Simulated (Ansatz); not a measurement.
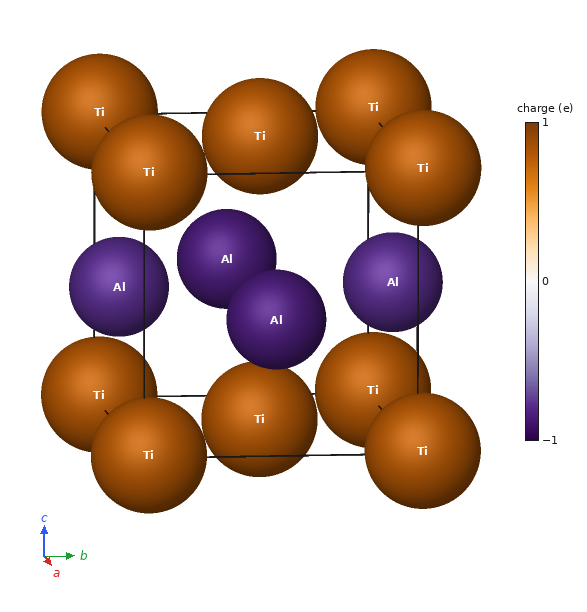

Drawn in the spheres-only manner and seen slightly off an axis. The wireframe shows the simulation cell. The atoms of this TiAl cell are coloured by their Bader charge.

Run with Ansatz 0.2.0, DFT, PAW plane waves, PBE+U, spin-orbit and these settings: a cutoff energy of 420 eV, a 5×5×4 sampling of the Brillouin zone, Fermi-Dirac smearing of 0.1 eV, U_eff = 4.43 eV on Ti d, spinor wavefunctions. The state is ferromagnetic. The pressure of the cell is 12 GPa.

Which way does the charge move?

Answer. Most positive: Ti; most negative: Al. Charges: about Ti +0.8 e; Al -0.8 e.

Shown is a known structure type with the cell strained and the atoms shaken on purpose, as it stood before any relaxation. It went into a calculation with Ansatz.

At this level of theory the cell isn't at rest (compressed, at 12 GPa and forces up to 1.3 eV/Å), so its distances can differ from those at equilibrium, the more so the softer the solid, and its magnetic state may change on relaxation.
